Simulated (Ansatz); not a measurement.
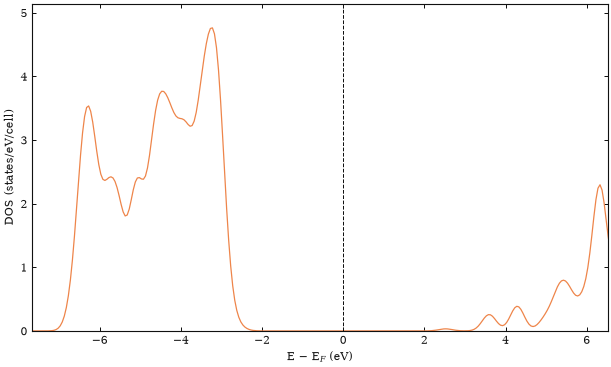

Density of states. Energies are counted from the Fermi level, put mid-gap where there is a gap. The curve is built from the levels of the k mesh with Gaussians 0.4 eV wide, which also blur the band edges.

System: MgO, space group P2_1/m, 4 atoms in the cell, h-MgO (five-fold) type, shear (xy) strain +5.3%.

Space group P2_1/m (No. 11). a = 3.404 Å, b = 4.185 Å, c = 3.485 Å, α = 90.00°, β = 117.69°, γ = 90.00°
```tsv
atom	site	symmetry	x	y	z
Mg	2e	m	0.3329	0.2500	0.6729
O	2e	m	0.6672	0.2500	0.3257
```

Method: DFT, HSE06, plane waves, PAW, no spin polarisation, 6×6×4 k mesh, 420 eV cutoff (Ansatz).

Metal or insulator, going by the density of states?

Answer. There is a gap; over the k points computed it is 5.04 eV (direct among those points).

How wide is the upper valence band?

Answer. The upper group of valence states starts about 4.2 eV under the valence-band top (which lies at −2.5 eV on this axis), with a gap beneath it; it holds about 12 electrons a cell.
